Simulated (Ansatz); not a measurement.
System: Ge.

```
CELL_PARAMETERS angstrom
0.00000 -5.61511 0.00000
0.00000 0.00000 5.65754
-5.69997 0.00000 0.00000
ATOMIC_POSITIONS crystal
Ge 0.50000 0.00000 0.00000
Ge 0.00000 0.00000 0.50000
Ge 0.50000 0.50000 0.50000
Ge 0.00000 0.50000 0.00000
Ge 0.75000 0.25000 0.25000
Ge 0.25000 0.25000 0.75000
Ge 0.75000 0.75000 0.75000
Ge 0.25000 0.75000 0.25000
```

Space group Fddd; changed on purpose from its base cell (strain +0.0075 x Voigt [1, -1, 0, 0, 0, 0], atoms carried along).

The calculation used Ansatz, DFT r2SCAN, scalar-relativistic, plane waves, PAW.

### What can the converged valence pseudo-density and electron localisation function tell about the bonding?

Ge–Ge (2.45 Å): the density is about 0.52 e/Å³ at the midpoint; the ELF peaks at about 0.80 between the atoms (localised, covalent bonding).

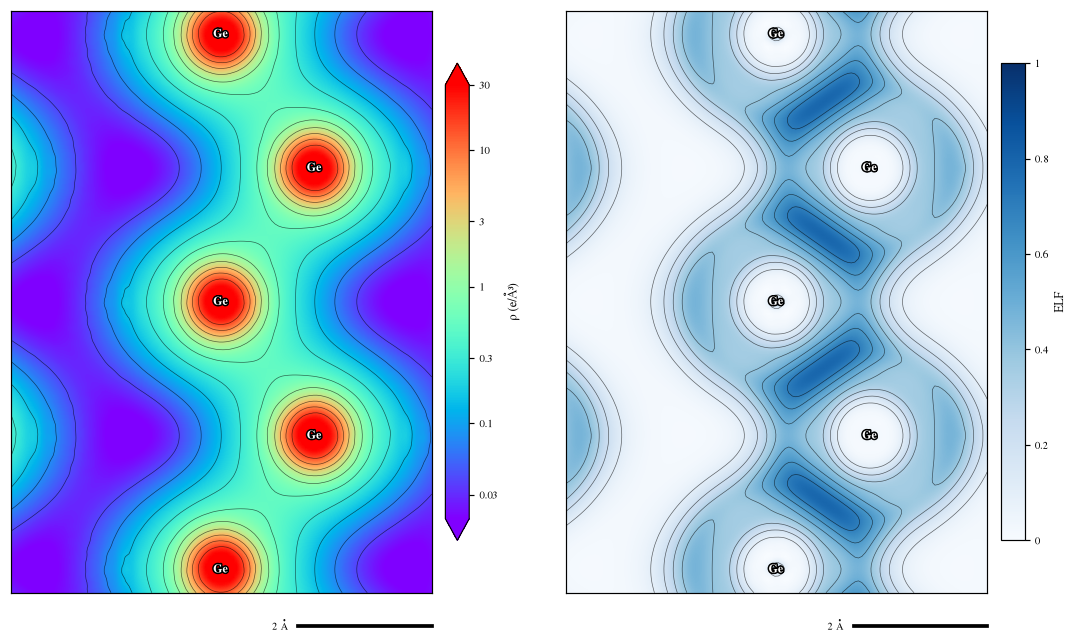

Computed valence pseudo-density and electron localisation function on the (011̄) plane of the conventional cell, in this order. 

Core electrons are frozen (PAW), and the valence fields are smoothed inside the atomic spheres.
